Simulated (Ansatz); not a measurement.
**Geometry relaxation, with input and output: Co (part 2 of 2)**

Continued. System: Co (2 atoms in the cell). Method: DFT PBEsol, scalar-relativistic, plane waves, PAW, spin-polarised (Ansatz 0.2.0); cutoff 420 eV, 12×12×6 k-mesh, Gaussian smearing of 0.1 eV, collinear spins. The structure derives from a Materials Project entry.

Geometry of the input (Å; fractional positions):
```
2.4874  0.0000  0.0000
-1.2437  2.1541  0.0000
0.0000  0.0000  4.0633
Co 0.6667  0.3333  0.2599
Co 0.3333  0.6667  0.7401
```

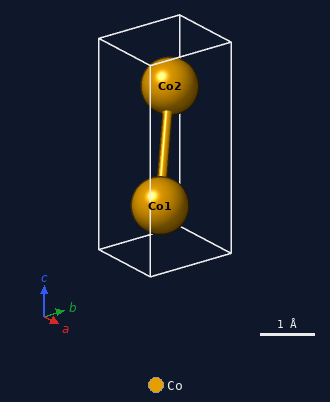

Fig. 1: The geometry at step 2 of the log (ball-and-stick view of the cell of the calculation, seen slightly off an axis; atoms are numbered from 1 in the order of the input).

The program's output, continued
```
SCF iter   1: F=—  HF=-10185.991367 eV  |F-HF|=—  |Δ(HF+E_count)|=         —  Δρ=1.55e-2 (↑1.55e-2 ↓7.95e-3)  dr2=4.72e-2  dr2_m=1.79e-2  M=3.131 μB ∫|m|=3.400 μB  β_m=0.30  ethr=1.37e-4  ⟨swp⟩=1.0  Hψ=23017  notcnv=0
preconditioner: auto → none  [metal: Δε(μ)=0.014 eV  Ē_g=9.915 eV  σ=0.100 eV  W_gap=0.08  n_scr=8 (ndim 8)  ℏωp=34.7 eV  f_vac=0.000  D(μ)=1.96/eV (n_scr^D=22)]
SCF iter   2: F=—  HF=-10185.974866 eV  |F-HF|=—  |Δ(HF+E_count)|=   1.65e-2  Δρ=7.56e-3 (↑5.14e-3 ↓7.56e-3)  dr2=1.61e-3  dr2_m=7.10e-3  M=3.139 μB ∫|m|=3.408 μB  β_m=0.36  ethr=1.37e-4  ⟨swp⟩=2.0  Hψ=7431  notcnv=0
SCF iter   3: F=—  HF=-10185.977949 eV  |F-HF|=—  |Δ(HF+E_count)|=   3.08e-3  Δρ=5.00e-3 (↑4.56e-3 ↓5.00e-3)  dr2=1.91e-4  dr2_m=4.16e-3  M=3.122 μB ∫|m|=3.393 μB  β_m=0.61  ethr=4.74e-6  ⟨swp⟩=2.1  Hψ=6614  notcnv=0  defer=7
SCF iter   4: F=—  HF=-10185.982789 eV  |F-HF|=—  |Δ(HF+E_count)|=   4.84e-3  Δρ=2.90e-3 (↑1.06e-3 ↓2.90e-3)  dr2=2.62e-3  dr2_m=2.05e-4  M=3.099 μB ∫|m|=3.372 μB  β_m=0.56  ethr=5.63e-7  ⟨swp⟩=2.0  Hψ=8032  notcnv=0  defer=7
SCF iter   5: F=—  HF=-10185.983101 eV  |F-HF|=—  |Δ(HF+E_count)|=   3.13e-4  Δρ=9.58e-4 (↑7.80e-4 ↓9.58e-4)  dr2=9.77e-5  dr2_m=1.18e-4  M=3.084 μB ∫|m|=3.358 μB  β_m=0.71  ethr=5.63e-7  ⟨swp⟩=2.2  Hψ=8149  notcnv=0  defer=7
SCF iter   6: F=—  HF=-10185.983274 eV  |F-HF|=—  |Δ(HF+E_count)|=   1.73e-4  Δρ=2.64e-4 (↑2.64e-4 ↓2.26e-4)  dr2=1.17e-6  dr2_m=1.04e-5  M=3.078 μB ∫|m|=3.351 μB  β_m=0.85  ethr=2.87e-7  ⟨swp⟩=2.0  Hψ=6528  notcnv=0  defer=8
SCF iter   7: F=—  HF=-10185.983288 eV  |F-HF|=—  |Δ(HF+E_count)|=   1.37e-5  Δρ=7.79e-5 (↑7.79e-5 ↓4.46e-5)  dr2=1.24e-6  dr2_m=1.11e-7  M=3.075 μB ∫|m|=3.349 μB  β_m=0.89  ethr=3.44e-9  ⟨swp⟩=2.2  Hψ=8090  notcnv=0  defer=8
SCF iter   8: F=-10185.983287 eV  HF=-10185.983287 eV  |F-HF|=7.77e-10  |Δ(HF+E_count)|=   3.47e-7  Δρ=6.84e-6 (↑2.12e-6 ↓6.84e-6)  dr2=3.68e-9  dr2_m=3.13e-9  M=3.076 μB ∫|m|=3.349 μB  ethr=5.88e-10  ⟨swp⟩=3.2  Hψ=17188  notcnv=0
the search or the solves at the SCF's close seem to have found levels that the self-consistency loop had missed (the run counts 1). By its estimate they hold under 1e-12 electrons; where the run keeps them, the occupations were computed again with them
SCF 3 converged in 8 iterations: F = -10185.983287 eV  dr2 = 3.68e-9
relax step   3: F+E_penalty+E_count = -10185.98328735 eV  Δ(F+E_penalty+E_count) = -1.939e-2 eV  max|allowed force component| = 1.149e-2 eV/Å  Δτ_max = 0.0290 Å  P = +1.342 GPa  Ω = 20.594 Å³  energy of the carried Pulay correction = +1.540e-3 eV  (8 SCF iters, dr2 threshold 2.00e-7 eV, accepted)
Crystal: 2 atoms, lattice volume = 20.724 Å³
iter 1 solved again at ethr=2.40e-6 eV; its pass at ethr=3.10e-3 eV (dr2=8.14e-4 eV) is discarded
SCF iter   1: F=—  HF=-10185.983846 eV  |F-HF|=—  |Δ(HF+E_count)|=         —  Δρ=2.54e-3 (↑2.54e-3 ↓7.04e-4)  dr2=9.79e-4  dr2_m=3.01e-4  M=3.091 μB ∫|m|=3.367 μB  β_m=0.65  ethr=2.40e-6  ⟨swp⟩=2.0  Hψ=22305  notcnv=0
preconditioner: auto → none  [metal: Δε(μ)=0.016 eV  Ē_g=9.884 eV  σ=0.100 eV  W_gap=0.09  n_scr=2 (ndim 8)  ℏωp=34.6 eV  f_vac=0.000  D(μ)=1.89/eV (n_scr^D=22)]
SCF iter   2: F=—  HF=-10185.983860 eV  |F-HF|=—  |Δ(HF+E_count)|=   1.41e-5  Δρ=2.01e-3 (↑2.01e-3 ↓1.90e-3)  dr2=1.52e-3  dr2_m=4.58e-6  M=3.087 μB ∫|m|=3.362 μB  β_m=0.32  ethr=2.40e-6  ⟨swp⟩=2.0  Hψ=8059  notcnv=0
SCF iter   3: F=—  HF=-10185.983525 eV  |F-HF|=—  |Δ(HF+E_count)|=   3.35e-4  Δρ=7.16e-4 (↑5.26e-4 ↓7.16e-4)  dr2=7.73e-6  dr2_m=6.98e-5  M=3.091 μB ∫|m|=3.367 μB  β_m=0.37  ethr=2.40e-6  ⟨swp⟩=3.0  Hψ=8230  notcnv=0
SCF iter   4: F=—  HF=-10185.983695 eV  |F-HF|=—  |Δ(HF+E_count)|=   1.71e-4  Δρ=5.03e-4 (↑2.70e-4 ↓5.03e-4)  dr2=8.22e-6  dr2_m=2.77e-5  M=3.096 μB ∫|m|=3.370 μB  β_m=0.50  ethr=2.27e-8  ⟨swp⟩=2.0  Hψ=8039  notcnv=0
SCF iter   5: F=—  HF=-10185.983789 eV  |F-HF|=—  |Δ(HF+E_count)|=   9.36e-5  Δρ=1.72e-4 (↑1.72e-4 ↓1.09e-4)  dr2=8.71e-6  dr2_m=3.07e-6  M=3.101 μB ∫|m|=3.375 μB  β_m=0.52  ethr=2.27e-8  ⟨swp⟩=2.0  Hψ=8072  notcnv=0
SCF iter   6: F=—  HF=-10185.983787 eV  |F-HF|=—  |Δ(HF+E_count)|=   2.12e-6  Δρ=6.16e-5 (↑6.16e-5 ↓4.03e-5)  dr2=6.10e-7  dr2_m=1.63e-7  M=3.103 μB ∫|m|=3.377 μB  β_m=0.73  ethr=2.27e-8  ⟨swp⟩=2.0  Hψ=6318  notcnv=0
SCF iter   7: F=—  HF=-10185.983789 eV  |F-HF|=—  |Δ(HF+E_count)|=   1.69e-6  Δρ=3.34e-5 (↑3.34e-5 ↓2.60e-5)  dr2=3.32e-7  dr2_m=1.38e-8  M=3.102 μB ∫|m|=3.377 μB  β_m=0.86  ethr=1.79e-9  ⟨swp⟩=2.0  Hψ=6215  notcnv=0
SCF iter   8: F=—  HF=-10185.983789 eV  |F-HF|=—  |Δ(HF+E_count)|=   2.64e-7  Δρ=9.69e-7 (↑9.69e-7 ↓9.27e-7)  dr2=8.29e-11  dr2_m=7.35e-11  M=3.102 μB ∫|m|=3.376 μB  β_m=0.93  ethr=9.77e-10  ⟨swp⟩=2.0  Hψ=8030  notcnv=0
SCF iter   9: F=-10185.983789 eV  HF=-10185.983789 eV  |F-HF|=6.89e-10  |Δ(HF+E_count)|=   1.40e-9  Δρ=2.02e-6 (↑7.59e-7 ↓2.02e-6)  dr2=8.80e-10  dr2_m=1.06e-10  M=3.102 μB ∫|m|=3.376 μB  ethr=1.00e-12  ⟨swp⟩=1.1  Hψ=13231  notcnv=0
SCF 4 converged in 9 iterations: F = -10185.983789 eV  dr2 = 8.80e-10
relax step   4: F+E_penalty+E_count = -10185.98378886 eV  Δ(F+E_penalty+E_count) = -5.015e-4 eV  max|allowed force component| = 1.074e-3 eV/Å  Δτ_max = 0.0007 Å  P = -0.091 GPa  Ω = 20.724 Å³  energy of the carried Pulay correction = +1.366e-3 eV  (9 SCF iters, dr2 threshold 2.00e-7 eV, accepted)
Basis set: ecut = 420 eV, 391 PW (Γ), exchange–correlation on 36×36×54 points (8 copies of the dense FFT grid, shifted against one another)
Initial wavefunctions: pseudopotential atomic-orbital guess (no wavefunctions were taken with the density)
iter 1 solved again at ethr=3.22e-8 eV; its pass at ethr=3.10e-3 eV (dr2=1.09e-5 eV) is discarded
SCF iter   1: F=—  HF=-10185.982770 eV  |F-HF|=—  |Δ(HF+E_count)|=         —  Δρ=2.77e-4 (↑1.67e-4 ↓2.77e-4)  dr2=1.07e-5  dr2_m=8.16e-7  M=3.101 μB ∫|m|=3.375 μB  β_m=0.65  ethr=3.22e-8  ⟨swp⟩=3.0  Hψ=30876  notcnv=0
preconditioner: auto → none  [metal: Δε(μ)=0.020 eV  Ē_g=9.878 eV  σ=0.100 eV  W_gap=0.11  n_scr=2 (ndim 8)  ℏωp=34.6 eV  f_vac=0.000  D(μ)=1.92/eV (n_scr^D=22)]
SCF iter   2: F=—  HF=-10185.982771 eV  |F-HF|=—  |Δ(HF+E_count)|=   1.35e-6  Δρ=1.27e-4 (↑1.27e-4 ↓4.66e-5)  dr2=2.86e-6  dr2_m=6.47e-7  M=3.101 μB ∫|m|=3.375 μB  β_m=0.49  ethr=3.13e-8  ⟨swp⟩=2.2  Hψ=7512  notcnv=0
SCF iter   3: F=—  HF=-10185.982772 eV  |F-HF|=—  |Δ(HF+E_count)|=   7.10e-7  Δρ=8.83e-5 (↑8.83e-5 ↓6.80e-5)  dr2=1.79e-6  dr2_m=3.61e-8  M=3.101 μB ∫|m|=3.376 μB  β_m=0.44  ethr=8.43e-9  ⟨swp⟩=2.0  Hψ=7951  notcnv=0
SCF iter   4: F=—  HF=-10185.982772 eV  |F-HF|=—  |Δ(HF+E_count)|=   2.44e-7  Δρ=1.71e-5 (↑7.14e-6 ↓1.71e-5)  dr2=3.98e-8  dr2_m=2.15e-8  M=3.101 μB ∫|m|=3.375 μB  β_m=0.72  ethr=5.27e-9  ⟨swp⟩=2.3  Hψ=6957  notcnv=0
SCF iter   5: F=—  HF=-10185.982772 eV  |F-HF|=—  |Δ(HF+E_count)|=   4.00e-7  Δρ=1.57e-5 (↑9.36e-6 ↓1.57e-5)  dr2=1.17e-8  dr2_m=2.85e-8  M=3.101 μB ∫|m|=3.376 μB  β_m=0.86  ethr=1.17e-10  ⟨swp⟩=2.1  Hψ=6560  notcnv=0
SCF iter   6: F=—  HF=-10185.982772 eV  |F-HF|=—  |Δ(HF+E_count)|=   1.86e-7  Δρ=4.73e-6 (↑4.73e-6 ↓1.51e-6)  dr2=2.09e-9  dr2_m=1.07e-9  M=3.102 μB ∫|m|=3.376 μB  β_m=0.77  ethr=3.46e-11  ⟨swp⟩=2.1  Hψ=8085  notcnv=0
SCF iter   7: F=—  HF=-10185.982772 eV  |F-HF|=—  |Δ(HF+E_count)|=   1.16e-9  Δρ=1.19e-6 (↑9.11e-7 ↓1.19e-6)  dr2=1.52e-9  dr2_m=1.30e-11  M=3.102 μB ∫|m|=3.376 μB  β_m=0.59  ethr=6.16e-12  ⟨swp⟩=2.0  Hψ=6311  notcnv=0
SCF iter   8: F=-10185.982772 eV  HF=-10185.982772 eV  |F-HF|=4.40e-10  |Δ(HF+E_count)|=  5.86e-10  Δρ=1.60e-6 (↑7.18e-7 ↓1.60e-6)  dr2=5.41e-10  dr2_m=5.14e-11  M=3.102 μB ∫|m|=3.376 μB  ethr=4.48e-12  ⟨swp⟩=2.1  Hψ=15080  notcnv=0
SCF 5 converged in 8 iterations: F = -10185.982772 eV  dr2 = 5.41e-10
relax step   5: F+E_penalty+E_count = -10185.98277245 eV  Δ(F+E_penalty+E_count) = +1.016e-3 eV  max|allowed force component| = 1.075e-3 eV/Å  Δτ_max = 0.0000 Å  P = -0.171 GPa  Ω = 20.724 Å³  stress off target by 4.29e-1 GPa  SCF on the basis re-selected at this cell (its energy is not comparable with the rows above)  (8 SCF iters)
basis re-selected at this cell: Δ(F+E_penalty+E_count) = +1.016e-3 eV, ΔP = -0.080 GPa vs the last step (what re-selecting the basis moved, of the pressure what is left beyond the Pulay correction that the steps carried, after the strain that the cell walked since its last selection, with what the two solves' SCF thresholds leave and, on support functions, any second-order correction that the steps lacked; it is no measure of the basis error at this ecutwfc). The dense FFT grid was sized anew with the basis: this SCF ran on 18×18×27 points, the steps before it on 18×18×30, so part of this shift can come from that change (see relax.cell in the input reference). This SCF's stress stands 4.29e-1 GPa from its target on what of the cell is left free (relax.cell.stress_tol is 5.00e-1 GPa) and its largest allowed force component is 1.07e-3 eV/Å (relax.f_tol is 5.00e-2 eV/Å): within both
SCF converged after 8 iterations
Magnetization: 3.1017 μB (18.5508 up, 15.4492 down)
Absolute magnetization: 3.3772 μB (∫|ρ↑−ρ↓|, with the PAW one-centre terms)
Spin contamination: 0.0454 ħ² per cell (⟨S²⟩ above its minimum at these occupations)
Per-site moments (μB) at R_I (Å): [(1.6146445254259354, 1.0052549183475323), (1.6146445254259358, 1.0052549183475323)]
Free energy (F): -10185.982772 eV
Harris-Foulkes:  -10185.982772 eV  (|F-HF|=4.40e-10)
Internal energy: -10185.973155 eV  (E = F + TS)
E sigma→0 (E₀):  -10185.977964 eV
Entropy (-TS):   -0.009618 eV (-4.809 meV/atom)
Fermi energy:    19.546237 eV
--- Per-component energies (eV) ---
  E_band       = -457.130665
  E_kinetic    = 910.232682
  E_local      = -5532.064981  (includes V_loc(G=0)·N_el)
  E_nonlocal   = 910.922088
  E_hartree    = 2318.994830
  E_xc         = -316.478970
  E_vxc        = -410.331157  (∫ρ·V_xc dr)
  E_paw        = -2965.054255  (= ΣΔE_a)
  E_vpaw       = -973.876832  (= ΣTr[D̂ρ^β])
  E_aug_tail   = 0.000116  (compensation charges beyond the density's cutoff)
  E_ewald      = -5512.901502
  E_core_change = 0.376838  (= ΣΔE_core)
  E_smearing   = -0.009618  (= −TS)
  E_closure    = -0.000000  (closes the sum)
  Σ components = -10185.982772   (vs F -10185.982772, Δ=0.00e0)
--- Forces (eV/Å), atoms counted from 1 ---
  atom   1  Co    -0.00000000     0.00000000    -0.00107452
  atom   2  Co    -0.00000000    -0.00000000     0.00107452
  max |Σ_I F_I| component: 1.39e-17 eV/Å
--- Stress (GPa, compression-positive) ---
       -0.041287       0.000000       0.000000
        0.000000      -0.041287       0.000000
        0.000000       0.000000      -0.429376
  P = ⅓ Tr σ = -0.1707 GPa (-1.707 kbar)
--- Band table (eV; the first three rows and the last of 200) ---
  k-point 0 ↑: bands = ["-76.1922", "-76.1206", "-39.7535", "-39.4226", "-39.4226", "-39.3651", "-39.3651", "-39.3566", "10.2133", "14.1473", "16.9096", "16.9185", "16.9185", "17.2659", "17.2659", "17.6453", "17.6453", "18.8597", "18.8597", "19.3397", "26.3118", "41.6125", "44.4504"]
  k-point 1 ↑: bands = ["-76.1875", "-76.1254", "-39.7274", "-39.4188", "-39.4188", "-39.3836", "-39.3690", "-39.3690", "10.5040", "14.0791", "16.8305", "16.8470", "16.8470", "17.1840", "17.1840", "17.8255", "17.8255", "18.3703", "18.8425", "18.8425", "27.8509", "41.4615", "43.3127"]
  k-point 2 ↑: bands = ["-76.1744", "-76.1386", "-39.6556", "-39.4571", "-39.4083", "-39.4083", "-39.3795", "-39.3795", "11.3359", "13.6363", "16.6463", "16.7864", "16.7864", "17.0038", "17.0038", "17.0144", "18.1809", "18.1809", "18.7470", "18.7470", "31.1188", "39.0340", "41.9768"]
  k-point 99 ↓: bands = ["-74.1424", "-74.1424", "-37.7694", "-37.7694", "-37.6811", "-37.6811", "-37.5073", "-37.5073", "16.7436", "16.7443", "16.8200", "16.8200", "17.6726", "17.6726", "19.3305", "19.3312", "20.7010", "20.7010", "26.1174", "26.1174", "27.8727", "27.8730", "30.1909"]
--- Relaxed structure (4 steps of the walk, 4 accepted, 1 SCFs on fresh bases) ---
  F+E_penalty+E_count = -10185.98277245 eV   max|allowed force component| = 1.075e-3 eV/Å   (the final SCF, on the basis selected at the relaxed cell)
  cell:  # Å, volume = 20.7238 Å³
    - [2.457241187338904, 2.2696035733558784e-34, -6.765278059562306e-18]
    - [-1.228620593669452, 2.1280332914609277, 3.382639029781156e-18]
    - [-1.105156851594275e-17, 3.8301729950467846e-33, 3.9631831932857615]
  atoms:
    - { symbol: Co, position: [0.6666666666666665, 0.3333333333333333, 0.2500160420410559] }
    - { symbol: Co, position: [0.3333333333333333, 0.6666666666666666, 0.7499839579589442] }
--- Löwdin populations: 2 sites ---
  site symbol       q [e]    m [muB]
     0     Co     16.7810     1.6074
     1     Co     16.7810     1.6074
  spilling = 0.012882 (of n_electrons = 34.000000)
```

File populations.tsv
```
# site	symbol	l	j	q_up	q_dn
# orbitals = lowdin
# n_electrons = 34.000000
# spilling = 0.012882
0	Co	0_3S	-	0.993019	0.993330
0	Co	0_4S	-	0.456013	0.492156
0	Co	1_3P	-	2.998645	2.998578
0	Co	2_3D	-	4.746538	3.102730
1	Co	0_3S	-	0.993019	0.993330
1	Co	0_4S	-	0.456013	0.492156
1	Co	1_3P	-	2.998645	2.998578
1	Co	2_3D	-	4.746538	3.102730
```

Trajectory as extended XYZ (Å, eV, eV/Å), 5 frames, from step=1 to step=5
```
2
Lattice="2.4874 0.0000 0.0000 -1.2437 2.1541 0.0000 0.0000 0.0000 4.0633" Properties=species:S:1:pos:R:3:forces:R:3 step=1 energy=-10185.93089 pressure_GPa=-8.81
Co    1.2437    0.7180    1.0559    0.0000   0.0000  -0.4339
Co    0.0000    1.4361    3.0074    0.0000   0.0000   0.4339
2
Lattice="2.4715 0.0000 0.0000 -1.2357 2.1404 0.0000 0.0000 0.0000 4.0147" Properties=species:S:1:pos:R:3:forces:R:3 step=2 energy=-10185.96390 pressure_GPa=-4.40
Co    1.2357    0.7135    1.0317    0.0000   0.0000  -0.3616
Co    0.0000    1.4269    2.9830    0.0000   0.0000   0.3616
2
Lattice="2.4560 0.0000 0.0000 -1.2280 2.1270 0.0000 0.0000 0.0000 3.9424" Properties=species:S:1:pos:R:3:forces:R:3 step=3 energy=-10185.98329 pressure_GPa=1.34
Co    1.2280    0.7090    0.9850    0.0000   0.0000   0.0115
Co    0.0000    1.4180    2.9574    0.0000   0.0000  -0.0115
2
Lattice="2.4572 0.0000 0.0000 -1.2286 2.1280 0.0000 0.0000 0.0000 3.9632" Properties=species:S:1:pos:R:3:forces:R:3 step=4 energy=-10185.98379 pressure_GPa=-0.09
Co    1.2286    0.7093    0.9909    0.0000   0.0000  -0.0011
Co    0.0000    1.4187    2.9723    0.0000   0.0000   0.0011
2
Lattice="2.4572 0.0000 0.0000 -1.2286 2.1280 0.0000 0.0000 0.0000 3.9632" Properties=species:S:1:pos:R:3:forces:R:3 step=5 energy=-10185.98277 pressure_GPa=-0.17
Co    1.2286    0.7093    0.9909    0.0000   0.0000  -0.0011
Co    0.0000    1.4187    2.9723    0.0000   0.0000   0.0011
```

Results in brief

| quantity | value |
| --- | --- |
| outcome | converged |
| space group (tolerance 0.01 Å) | P-3m1 (164) → P6₃/mmc (194) |
| electrons treated | 34 |
| free energy | −10185.9828 eV |
| Fermi energy | 19.546 eV |
| gap on the k-point mesh | none (metallic) |
| net moment of the cell | 3.10 μB |
| integrated absolute moment | 3.38 μB |
| pressure | −0.17 GPa |
| final volume | 20.72 Å³ |
| largest force (length of the vector) at the end | 0.001 eV/Å |
| final cell | a = 2.457 Å, b = 2.457 Å, c = 3.963 Å, α = 90.00°, β = 90.00°, γ = 120.00° |
| hardware | 2 threads of Intel Xeon @ 2.50GHz (Skylake/Cascade Lake), 189 GiB of memory available, shared host |
| wall time | 44 s (CPU time 77 s) |
| peak memory | 0.41 GiB |
